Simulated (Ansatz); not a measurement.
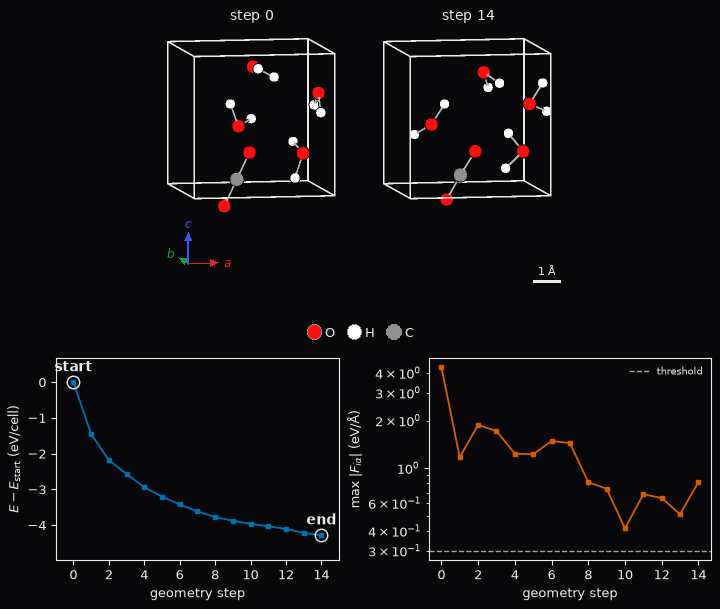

First and last geometry of a relaxation of an amorphous cell of composition H8CO6, with the history of the run. Style: ball-and-stick. Shown: the cell of the calculation (origin shifted), slightly off an axis.

The cell holds 4 H2O + 1 CO2. The run prepares the start of a later molecular dynamics calculation, from a guessed geometry.

All numbers below come from DFT PBE-D3(BJ), scalar-relativistic, plane waves, PAW in Ansatz 0.2.0.

The input:
```yaml
accuracy: low
crystal:
  lattice:
    - [5.299086, 0.0, 0.0]
    - [0.0, 5.299086, 0.0]
    - [0.0, 0.0, 5.299086]
  atoms:
    - { symbol: O, position: [0.9945912, 0.5889096, 0.467402] }
    - { symbol: H, position: [0.9938704, 0.7420988, 0.3676978] }
    - { symbol: H, position: [0.986139, 0.4551927, 0.3430768] }
    - { symbol: O, position: [0.6028751, 0.9770967, 0.619707] }
    - { symbol: H, position: [0.7608117, 1.0205788, 0.5386284] }
    - { symbol: H, position: [0.6042443, 0.7943741, 0.6240637] }
    - { symbol: O, position: [0.4379903, 0.6581321, 0.2366237] }
    - { symbol: H, position: [0.3709842, 0.6115385, 0.4001707] }
    - { symbol: H, position: [0.5545671, 0.7939497, 0.2736615] }
    - { symbol: O, position: [0.9890208, 0.1407858, 0.9848503] }
    - { symbol: H, position: [0.9504025, 0.306619, 1.051306] }
    - { symbol: H, position: [0.9343717, 0.1491388, 0.8106318] }
    - { symbol: C, position: [0.3753108, 0.3905711, 0.8925854] }
    - { symbol: O, position: [0.2995327, 0.4641403, 0.6968334] }
    - { symbol: O, position: [0.4510888, 0.3170018, 1.0883375] }
basis:
  ecutwfc: 420.0
kpoints:
  mp_grid: { grid: [1, 1, 1] }
hamiltonian:
  xc: pbe
  dispersion: d3bj
scf:
  occupations: { method: fermi_dirac, width: 0.02 }
  lower_state_search: "off"
relax:
  f_tol: 0.3
  max_steps: 15
  adjacent_minimum: "off"
```

Command:
```bash
ansatz run input.yaml --threads 1 --pin off --max-ram 3072MiB --backend cpu --events-out ev --progress --plain --runs-dir out
```

> What do the curves and the structures tell?

The relaxation stopped without meeting its thresholds, so the last structure isn't shown to be converged. It used up its limit of 15 steps. H9 moves most: 2.08 Å along [−3 1 −1]. By element the largest moves are H 2.08 Å, O 0.98 Å, C 0.35 Å. The cell doesn't change. Near-neighbour distances that change, for instance: O1–H2 0.969 → 1.024 Å, O7–H9 0.969 → 1.007 Å, O10–H11 0.969 → 0.998 Å, O10–H12 0.969 → 0.992 Å. Among the angles between lasting bonds that change: H8–O7–H9 104.0° → 108.5°, H2–O1–H3 104.0° → 99.8°, O14–C13–O15 180.0° → 177.5°. Over 14 geometry steps the energy falls by 4.286 eV per cell of the calculation. The largest force component goes from 4.4 to 0.82 eV/Å. The run took 15 s on 1 thread of Arm Neoverse V1 (shared host), peak memory 0.28 GiB.

```
step  E − E(0), meV/atom  largest force component, eV/Å
   0                0.00                         4.3662
   1              -96.65                         1.1701
   2             -145.01                         1.8757
   3             -171.05                         1.7185
   4             -195.66                         1.2347
   5             -213.13                         1.2223
   6             -227.88                         1.4845
   7             -240.71                         1.4405
   8             -251.52                         0.8160
   9             -258.36                         0.7405
  10             -263.96                         0.4151
  11             -268.74                         0.6840
  12             -273.58                         0.6465
  13             -280.87                         0.5113
  14             -285.75                         0.8155
```

Limits of the set-up: the program's low-accuracy preset was used; the periodic images lie only 5.3 Å apart, so the values are limited by the cell's size.
